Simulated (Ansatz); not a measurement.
Run report: TiO₂, geometry relaxation (part 1 of 2)

- system: TiO₂ (P4₂/mnm, 6 atoms in the cell)
- method: DFT PBE, scalar-relativistic, plane waves, PAW, no spin polarisation (Ansatz 0.2.0)

The structure derives from an entry of the Crystallography Open Database. Figures and captions count atoms from 1; the log counts them from 0 in places.

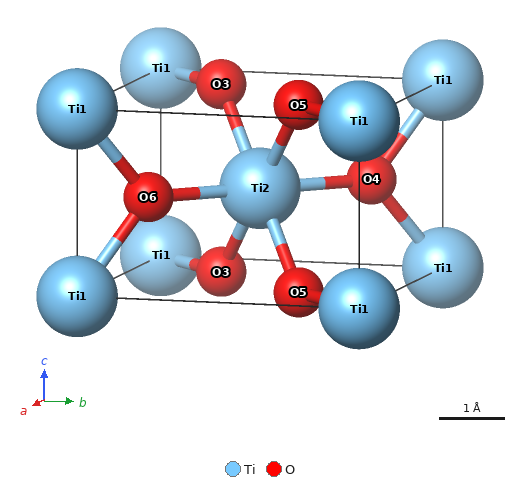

**Figure 1.** The input geometry (ball-and-stick view of the cell of the calculation, seen slightly off an axis; atoms are numbered from 1 in the order of the input). Near neighbours in the crystal (not all of them lie inside the picture): Ti has 6 O at 1.95 to 1.98 Å; O has 3 Ti at 1.95 to 1.98 Å.

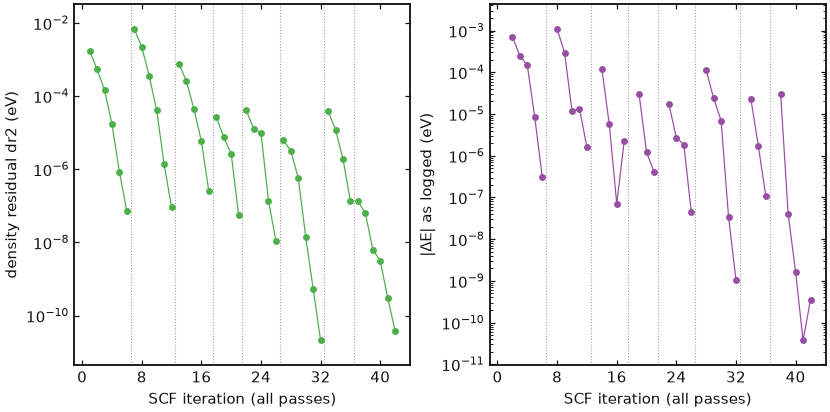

**Figure 2.** Convergence of the self-consistent field: density residual dr2 and size of the energy change against the SCF iteration. The dotted lines part the SCF passes of the relaxation: geometry steps, rejected trials and re-solves on a re-selected basis. The 8 passes take 4 to 6 iterations each, 42 in all.

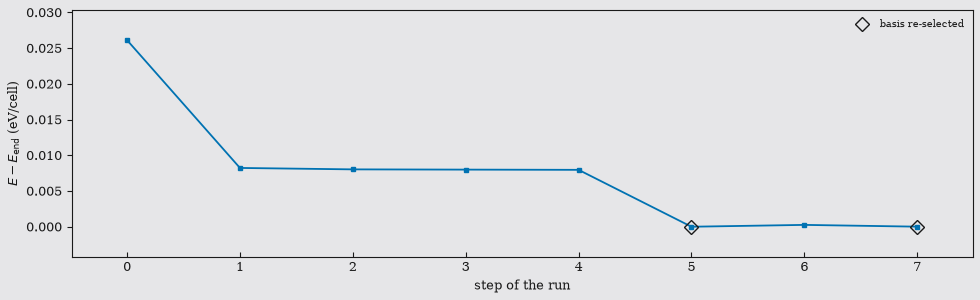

**Figure 3.** Progress of the relaxation, step by step (the first geometry is step 0 here and step 1 in the log).

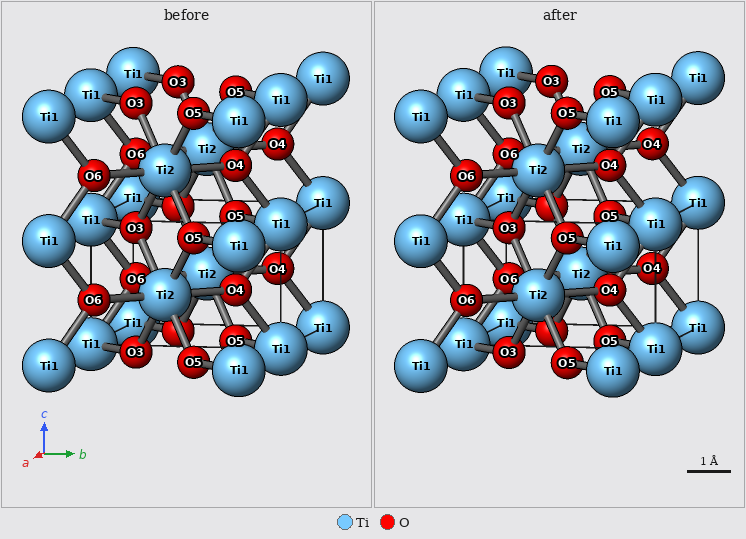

**Figure 4.** Before (left) and after (right) the relaxation, at one scale (ball-and-stick view of the cell of the calculation, repeated 2 × 1 × 2, seen slightly off an axis). Over 5 geometry steps the energy falls by 25.9 meV per cell of the calculation. Largest force component: 0.07 eV/Å at the start, under 0.0001 eV/Å at the end. The pressure goes from 5.39 to 0.01 GPa. 1 further SCF at an unchanged geometry re-selected the plane-wave basis for the new cell. No atom moves by more than 0.005 Å relative to the cell. Cell: a = b 4.592 → 4.643 Å (+1.1 %), c 2.957 → 2.964 Å (+0.2 %). Volume +2.5 %. Distances before and after: Ti1–O3 1.981 → 2.004 Å, Ti1–O4 1.947 → 1.958 Å. The space group stays P4_2/mnm (No. 136). The energy change given includes the shifts at the re-selections in mid-walk, which come without any move. A last SCF at the same geometry on a re-selected plane-wave basis shifts the energy by −0.2 meV per cell of the calculation. (Atoms are counted from 1 in the order of the input.)

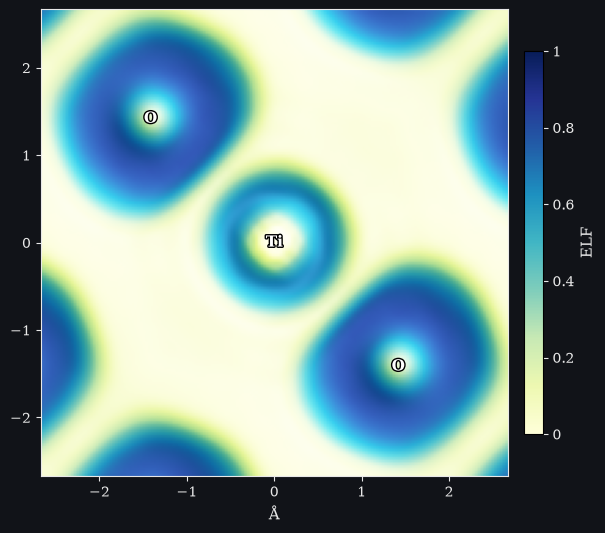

**Figure 5.** ELF on the (001) plane of the conventional cell. Atoms in the plane: Ti and O. Ti–O (2.00 Å): the ELF is about 0.20 at the midpoint. The strong features right at Ti lie inside the PAW spheres (semicore, d or f shells) and say nothing about bonding. Core electrons are frozen (PAW), so the fields are smoothed inside the atomic spheres.

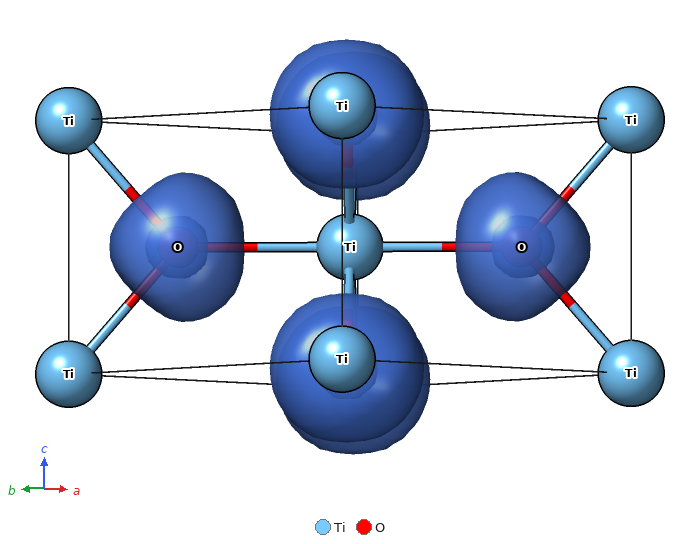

**Figure 6.** Isosurface of the electron localisation function at 0.7 (blue), seen at an oblique angle. Core shells and regions of very low density are left out. Sticks mark near contacts. The outline is the cell set on symmetry axes. Values along the shortest contacts: Ti–O (1.96 Å): the ELF is about 0.20 at the midpoint. Ti–O (2.00 Å): the ELF is about 0.20 at the midpoint.

The input that produced these results follows, with the program's output.

## The input
```yaml
crystal:
  lattice:
    - [4.5922, 0.0, 0.0]
    - [0.0, 4.5922, 0.0]
    - [0.0, 0.0, 2.9574]
  atoms:
    - { symbol: Ti, position: [0.0, 0.0, 0.0] }
    - { symbol: Ti, position: [0.5, 0.5, 0.5] }
    - { symbol: O, position: [0.30496, 0.30496, 0.0] }
    - { symbol: O, position: [0.19504, 0.80496, 0.5] }
    - { symbol: O, position: [0.69504, 0.69504, 0.0] }
    - { symbol: O, position: [0.80496, 0.19504, 0.5] }
basis:
  ecutwfc: 420
kpoints:
  mp_grid: { grid: [6, 6, 10] }
hamiltonian:
  xc: pbe
scf:
  occupations: { method: gaussian, width: 0.02 }
output:
  forces: true
  stress: true
  eigenvalues: true
  write_density: true
  write_potential: true
  elf: true
  volumetric_format: npy
relax:
  adjacent_minimum: "off"
  f_tol: 0.005
  max_steps: 80
  cell: { stress_tol: 0.05 }
```

Command:
```bash
ansatz run input.yaml --threads 8 --pin off --max-ram 22528MiB --backend cpu --events-out ev --progress --plain --runs-dir out
```

## The program's output
```
Engine: ansatz 0.2.0, x86_64-unknown-linux-gnu
Pseudopotentials: kind: paw
Pseudopotential: Ti, paw, valence charge 12, recommended cutoff 420 eV (normal), Ti.paw.azcp
Pseudopotential: O, paw, valence charge 6, recommended cutoff 420 eV (normal), O.paw.azcp
Functional definition: PBE
  parameter kappa = 0.804
  parameter beta = 0.06672455060314922
  exchange = pbe_x(kappa = kappa, mu = beta*pi^2/3)
  correlation = pbe_c(beta = beta)
Crystal: 6 atoms, lattice volume = 62.367 Å³
Basis set: ecut = 420 eV, 1217 PW (Γ), exchange–correlation on 64×64×40 points (8 copies of the dense FFT grid, shifted against one another)
Bands: 30, of which v1, the nominal top of the filled ones, is band 24 counted from 1 (23 counted from 0)
Symmetry: 16 space group operations
Space group: P42/mnm (ITA 136), of the structure as read, at distance tolerance 4.0e-5 Å
k-points: 60 of 360
Non-local potential: Ti, projectors of the file, l = 0: 3, l = 1: 2, l = 2: 3, l = 3: 1
Non-local potential: O, projectors of the file, l = 0: 2, l = 1: 2, l = 2: 1
PAW form: soft (Blöchl's): semilocal exchange-correlation on the pseudo side does not see the compensation charge
PAW one-centre angular grid: Ti, 590 points (default); XC on 64 Gauss nodes
PAW one-centre angular grid: O, 110 points (default); XC on 64 Gauss nodes
Initial density: superposition of atomic densities (neutral atoms: chi_scale 0, normalization atom), corrected by the library's trained network
Initial wavefunctions: pseudopotential atomic-orbital guess
Functional: x = pbe(κ = 0.804, μ = 0.2195149727645171), c = pbe(β = 0.06672455060314922)
SCF iter   1: F=—  HF=-7277.278015 eV  |F-HF|=—  |Δ(HF+E_count)|=         —  Δρ=2.16e-3  dr2=1.76e-3  ethr=1.77e-3  ⟨swp⟩=5.7  Hψ=7387  notcnv=0
preconditioner: auto → Resta (q_TF=auto, 2.612 Å⁻¹)  ε∞=9.0  [insulator: Δε(μ)=1.877 eV  Ē_g=9.431 eV  σ=0.020 eV  W_gap=1.00  n_scr=18 (ndim 8)  ℏωp=26.6 eV  f_vac=0.017  D(μ)=0.00/eV (n_scr^D=0)  ε∞_Penn≈9.0]
SCF iter   2: F=—  HF=-7277.278731 eV  |F-HF|=—  |Δ(HF+E_count)|=   7.16e-4  Δρ=1.29e-3  dr2=5.43e-4  ethr=3.67e-6  ⟨swp⟩=2.6  Hψ=3584  notcnv=0  defer=86
SCF iter   3: F=—  HF=-7277.278977 eV  |F-HF|=—  |Δ(HF+E_count)|=   2.46e-4  Δρ=6.39e-4  dr2=1.48e-4  ethr=1.13e-6  ⟨swp⟩=2.0  Hψ=2696  notcnv=0  defer=86
SCF iter   4: F=—  HF=-7277.279125 eV  |F-HF|=—  |Δ(HF+E_count)|=   1.48e-4  Δρ=1.82e-4  dr2=1.73e-5  ethr=3.08e-7  ⟨swp⟩=2.3  Hψ=2712  notcnv=0  defer=86
SCF iter   5: F=—  HF=-7277.279117 eV  |F-HF|=—  |Δ(HF+E_count)|=   8.34e-6  Δρ=3.50e-5  dr2=8.42e-7  ethr=3.60e-8  ⟨swp⟩=2.0  Hψ=2452  notcnv=0  defer=86
SCF iter   6: F=-7277.279117 eV  HF=-7277.279117 eV  |F-HF|=4.94e-8  |Δ(HF+E_count)|=   3.12e-7  Δρ=9.36e-6  dr2=7.03e-8  ethr=2.08e-10  ⟨swp⟩=9.0  Hψ=12098  notcnv=0
SCF 1 converged in 6 iterations: F = -7277.279117 eV  dr2 = 7.03e-8
  greatest PAW one-centre occupation: 0.999 electrons in one spin orbital (limit 2), on the Ti atom at site 0 (counted from 0), in its partial waves of l = 0
relax step   1: F+E_penalty+E_count = -7277.27911706 eV  Δ(F+E_penalty+E_count) = +0.000e0 eV  max|allowed force component| = 7.005e-2 eV/Å  Δτ_max = 0.0000 Å  P = +5.385 GPa  Ω = 62.367 Å³  (6 SCF iters, dr2 threshold 1.00e-7 eV, accepted)
Crystal: 6 atoms, lattice volume = 63.393 Å³
Basis set: ecut = 420 eV, 1241 PW (Γ), exchange–correlation on 64×64×40 points (8 copies of the dense FFT grid, shifted against one another)
Initial density: handed on by an earlier stage of this run
Initial wavefunctions: those handed on with the density
iter 1 solved again at ethr=1.36e-5 eV; its pass at ethr=3.10e-3 eV (dr2=6.54e-3 eV) is discarded
SCF iter   1: F=—  HF=-7277.298362 eV  |F-HF|=—  |Δ(HF+E_count)|=         —  Δρ=3.55e-3  dr2=6.85e-3  ethr=1.36e-5  ⟨swp⟩=1.1  Hψ=9958  notcnv=0
preconditioner: auto → Resta (q_TF=auto, 2.605 Å⁻¹)  ε∞=9.0  [insulator: Δε(μ)=1.825 eV  Ē_g=9.327 eV  σ=0.020 eV  W_gap=1.00  n_scr=18 (ndim 8)  ℏωp=26.4 eV  f_vac=0.027  D(μ)=0.00/eV (n_scr^D=0)  ε∞_Penn≈9.0]
SCF iter   2: F=—  HF=-7277.297272 eV  |F-HF|=—  |Δ(HF+E_count)|=   1.09e-3  Δρ=1.81e-3  dr2=2.19e-3  ethr=1.36e-5  ⟨swp⟩=2.0  Hψ=3120  notcnv=0
SCF iter   3: F=—  HF=-7277.296977 eV  |F-HF|=—  |Δ(HF+E_count)|=   2.95e-4  Δρ=6.79e-4  dr2=3.54e-4  ethr=4.56e-6  ⟨swp⟩=2.0  Hψ=2847  notcnv=0
SCF iter   4: F=—  HF=-7277.296989 eV  |F-HF|=—  |Δ(HF+E_count)|=   1.17e-5  Δρ=2.09e-4  dr2=4.12e-5  ethr=7.37e-7  ⟨swp⟩=2.4  Hψ=2658  notcnv=0
SCF iter   5: F=—  HF=-7277.297002 eV  |F-HF|=—  |Δ(HF+E_count)|=   1.34e-5  Δρ=4.50e-5  dr2=1.38e-6  ethr=8.59e-8  ⟨swp⟩=2.0  Hψ=2662  notcnv=0
SCF iter   6: F=-7277.297004 eV  HF=-7277.297004 eV  |F-HF|=3.85e-8  |Δ(HF+E_count)|=   1.60e-6  Δρ=1.06e-5  dr2=9.14e-8  ethr=1.25e-9  ⟨swp⟩=9.5  Hψ=12240  notcnv=0
SCF 2 converged in 6 iterations: F = -7277.297004 eV  dr2 = 9.14e-8
  greatest PAW one-centre occupation: 0.999 electrons in one spin orbital (limit 2), on the Ti atom at site 1 (counted from 0), in its partial waves of l = 0
relax step   2: F+E_penalty+E_count = -7277.29700388 eV  Δ(F+E_penalty+E_count) = -1.789e-2 eV  max|allowed force component| = 3.043e-2 eV/Å  Δτ_max = 0.0032 Å  P = +1.415 GPa  Ω = 63.393 Å³  energy of the carried Pulay correction = -4.698e-3 eV  (6 SCF iters, dr2 threshold 6.00e-7 eV, accepted)
Crystal: 6 atoms, lattice volume = 63.806 Å³
iter 1 solved again at ethr=1.89e-6 eV; its pass at ethr=3.10e-3 eV (dr2=9.07e-4 eV) is discarded
SCF iter   1: F=—  HF=-7277.297318 eV  |F-HF|=—  |Δ(HF+E_count)|=         —  Δρ=1.20e-3  dr2=7.67e-4  ethr=1.89e-6  ⟨swp⟩=2.0  Hψ=9607  notcnv=0
preconditioner: auto → Resta (q_TF=auto, 2.602 Å⁻¹)  ε∞=9.0  [insulator: Δε(μ)=1.841 eV  Ē_g=9.301 eV  σ=0.020 eV  W_gap=1.00  n_scr=18 (ndim 8)  ℏωp=26.3 eV  f_vac=0.025  D(μ)=0.00/eV (n_scr^D=0)  ε∞_Penn≈9.0]
SCF iter   2: F=—  HF=-7277.297195 eV  |F-HF|=—  |Δ(HF+E_count)|=   1.22e-4  Δρ=6.07e-4  dr2=2.53e-4  ethr=1.60e-6  ⟨swp⟩=2.0  Hψ=2760  notcnv=0
SCF iter   3: F=—  HF=-7277.297201 eV  |F-HF|=—  |Δ(HF+E_count)|=   5.71e-6  Δρ=2.48e-4  dr2=4.41e-5  ethr=5.26e-7  ⟨swp⟩=2.0  Hψ=2217  notcnv=0
SCF iter   4: F=—  HF=-7277.297201 eV  |F-HF|=—  |Δ(HF+E_count)|=   7.05e-8  Δρ=8.27e-5  dr2=5.85e-6  ethr=9.18e-8  ⟨swp⟩=2.6  Hψ=2772  notcnv=0
SCF iter   5: F=-7277.297204 eV  HF=-7277.297203 eV  |F-HF|=2.43e-7  |Δ(HF+E_count)|=   2.25e-6  Δρ=1.82e-5  dr2=2.49e-7  ethr=1.25e-9  ⟨swp⟩=6.4  Hψ=11305  notcnv=0
SCF 3 converged in 5 iterations: F = -7277.297204 eV  dr2 = 2.49e-7
relax step   3: F+E_penalty+E_count = -7277.29720360 eV  Δ(F+E_penalty+E_count) = -1.997e-4 eV  max|allowed force component| = 1.552e-2 eV/Å  Δτ_max = 0.0028 Å  P = -0.050 GPa  Ω = 63.806 Å³  energy of the carried Pulay correction = -6.564e-3 eV  (5 SCF iters, dr2 threshold 6.00e-7 eV, accepted)
Crystal: 6 atoms, lattice volume = 63.825 Å³
iter 1 solved again at ethr=4.49e-8 eV; its pass at ethr=3.10e-3 eV (dr2=2.16e-5 eV) is discarded
SCF iter   1: F=—  HF=-7277.297210 eV  |F-HF|=—  |Δ(HF+E_count)|=         —  Δρ=2.06e-4  dr2=2.63e-5  ethr=4.49e-8  ⟨swp⟩=2.3  Hψ=9501  notcnv=0
preconditioner: auto → Resta (q_TF=auto, 2.602 Å⁻¹)  ε∞=9.0  [insulator: Δε(μ)=1.850 eV  Ē_g=9.306 eV  σ=0.020 eV  W_gap=1.00  n_scr=18 (ndim 8)  ℏωp=26.3 eV  f_vac=0.024  D(μ)=0.00/eV (n_scr^D=0)  ε∞_Penn≈9.0]
SCF iter   2: F=—  HF=-7277.297240 eV  |F-HF|=—  |Δ(HF+E_count)|=   2.96e-5  Δρ=1.18e-4  dr2=7.52e-6  ethr=4.49e-8  ⟨swp⟩=2.2  Hψ=2697  notcnv=0
SCF iter   3: F=—  HF=-7277.297239 eV  |F-HF|=—  |Δ(HF+E_count)|=   1.21e-6  Δρ=6.36e-5  dr2=2.66e-6  ethr=1.57e-8  ⟨swp⟩=2.1  Hψ=2548  notcnv=0
SCF iter   4: F=-7277.297238 eV  HF=-7277.297238 eV  |F-HF|=3.88e-8  |Δ(HF+E_count)|=   4.16e-7  Δρ=1.40e-5  dr2=5.55e-8  ethr=7.55e-10  ⟨swp⟩=6.7  Hψ=11410  notcnv=0
SCF 4 converged in 4 iterations: F = -7277.297238 eV  dr2 = 5.55e-8
relax step   4: F+E_penalty+E_count = -7277.29723837 eV  Δ(F+E_penalty+E_count) = -3.477e-5 eV  max|allowed force component| = 1.382e-2 eV/Å  Δτ_max = 0.0002 Å  P = -0.062 GPa  Ω = 63.825 Å³  energy of the carried Pulay correction = -6.649e-3 eV  (4 SCF iters, dr2 threshold 3.62e-7 eV, accepted)
Crystal: 6 atoms, lattice volume = 63.831 Å³
iter 1 solved again at ethr=7.45e-8 eV; its pass at ethr=3.10e-3 eV (dr2=3.58e-5 eV) is discarded
SCF iter   1: F=—  HF=-7277.297256 eV  |F-HF|=—  |Δ(HF+E_count)|=         —  Δρ=2.48e-4  dr2=4.16e-5  ethr=7.45e-8  ⟨swp⟩=2.0  Hψ=9470  notcnv=0
preconditioner: auto → Resta (q_TF=auto, 2.602 Å⁻¹)  ε∞=9.0  [insulator: Δε(μ)=1.857 eV  Ē_g=9.309 eV  σ=0.020 eV  W_gap=1.00  n_scr=18 (ndim 8)  ℏωp=26.3 eV  f_vac=0.024  D(μ)=0.00/eV (n_scr^D=0)  ε∞_Penn≈9.0]
SCF iter   2: F=—  HF=-7277.297273 eV  |F-HF|=—  |Δ(HF+E_count)|=   1.71e-5  Δρ=1.42e-4  dr2=1.30e-5  ethr=7.45e-8  ⟨swp⟩=2.5  Hψ=2558  notcnv=0
SCF iter   3: F=—  HF=-7277.297271 eV  |F-HF|=—  |Δ(HF+E_count)|=   2.69e-6  Δρ=1.22e-4  dr2=9.83e-6  ethr=2.71e-8  ⟨swp⟩=2.0  Hψ=2759  notcnv=0
SCF iter   4: F=—  HF=-7277.297269 eV  |F-HF|=—  |Δ(HF+E_count)|=   1.85e-6  Δρ=1.98e-5  dr2=1.39e-7  ethr=2.05e-8  ⟨swp⟩=2.1  Hψ=2352  notcnv=0
SCF iter   5: F=-7277.297269 eV  HF=-7277.297269 eV  |F-HF|=1.09e-10  |Δ(HF+E_count)|=   4.51e-8  Δρ=4.66e-6  dr2=1.09e-8  ethr=2.00e-10  ⟨swp⟩=7.5  Hψ=10139  notcnv=0
SCF 5 converged in 5 iterations: F = -7277.297269 eV  dr2 = 1.09e-8
```
